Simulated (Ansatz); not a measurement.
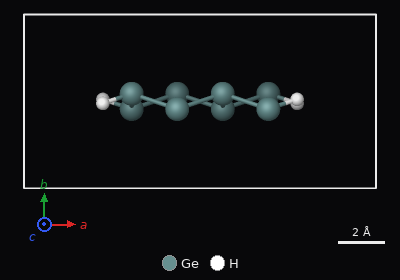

A wire of composition Ge₂H, before the relaxation. The picture is a ball-and-stick view of the cell of the calculation, with the vacuum cut short, seen along the c axis.

Case: armchair ribbon, 4 formula units a period, edges capped with H.

Method: DFT PBE, scalar-relativistic, plane waves, PAW in Ansatz 0.2.0.

The input:
```yaml
crystal:
  lattice:
    - [17.6, 0.0, 0.0]
    - [0.0, 10.0, 0.0]
    - [0.0, 0.0, 7.0041111412]
  atoms:
    - { symbol: Ge, position: [0.5574407025, 0.4661011537, 0.3333333333] }
    - { symbol: Ge, position: [0.6723221074, 0.4661011537, 0.8333333333] }
    - { symbol: Ge, position: [0.3276778926, 0.4661011537, 0.3333333333] }
    - { symbol: Ge, position: [0.4425592975, 0.4661011537, 0.8333333333] }
    - { symbol: Ge, position: [0.6723221074, 0.5338988463, 0.1666666667] }
    - { symbol: Ge, position: [0.4425592975, 0.5338988463, 0.1666666667] }
    - { symbol: Ge, position: [0.5574407025, 0.5338988463, 0.6666666667] }
    - { symbol: Ge, position: [0.3276778926, 0.5338988463, 0.6666666667] }
    - { symbol: H, position: [0.7450931443, 0.5090472545, 0.7277591879] }
    - { symbol: H, position: [0.2549068557, 0.5090472545, 0.2277591879] }
    - { symbol: H, position: [0.7450931443, 0.4909527455, 0.2722408121] }
    - { symbol: H, position: [0.2549068557, 0.4909527455, 0.7722408121] }
basis:
  ecutwfc: 420
kpoints:
  mp_grid: { grid: [1, 1, 8] }
hamiltonian:
  xc: pbe
scf:
  occupations: { method: gaussian, width: 0.05 }
output:
  forces: true
  stress: true
  eigenvalues: true
  populations: true
  write_density: true
  write_potential: true
  elf: true
  volumetric_format: npy
relax:
  adjacent_minimum: "off"
  f_tol: 0.02
  max_steps: 45
  cell: { fix: [a, b, alpha, beta, gamma], stress_tol: 0.03 }
```

Launched with:
```bash
ansatz run input.yaml --threads 4 --pin off --max-ram 11264MiB --backend cpu --events-out ev --progress --plain --runs-dir out
```

Question: What does the optimiser find from here?

Answer: After 4 accepted moves (5 points after the start) the energy has fallen by 82.3 meV per cell of the calculation. Largest force component: 0.73 eV/Å at the start, 0.013 eV/Å at the end. The SCF was repeated once at an unchanged geometry on a basis and grid sized afresh for the cell, which shifted the energy by less than 0.05 meV per cell of the calculation at most. The largest moves relative to the layer's centre, 0.078 Å, are those of Ge2, Ge3, Ge5 and Ge8. Largest moves by element: Ge 0.078 Å, H 0.068 Å. Along the periodic axis the drawn cell goes c 7.004 → 7.000 Å (−0.1 %). Near-neighbour distances that change, for instance: Ge2–Ge5 2.431 → 2.357 Å, Ge2–H9 1.540 → 1.563 Å, Ge1–Ge5 2.431 → 2.410 Å. Cost: 2.1 min on 4 threads of Arm Neoverse N1, with other jobs on the host, peak memory 2.4 GiB.

The structure at the end:

```xyz
12
Lattice="17.6000 0.0000 0.0000 0.0000 10.0000 0.0000 0.0000 0.0000 7.0003" Properties=species:S:1:pos:R:3 pbc="T T T"
Ge    9.8019    4.6605    2.3310
Ge   11.7696    4.6463    5.8759
Ge    5.8304    4.6463    2.3758
Ge    7.7981    4.6605    5.8312
Ge   11.7696    5.3537    1.1244
Ge    7.7981    5.3395    1.1691
Ge    9.8019    5.3395    4.6693
Ge    5.8304    5.3537    4.6245
H    13.0799    5.0365    5.1185
H     4.5201    5.0365    1.6184
H    13.0799    4.9635    1.8818
H     4.5201    4.9635    5.3819
```

After the run, drawn alike:

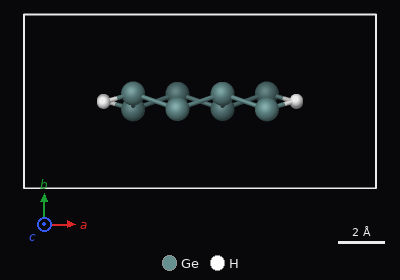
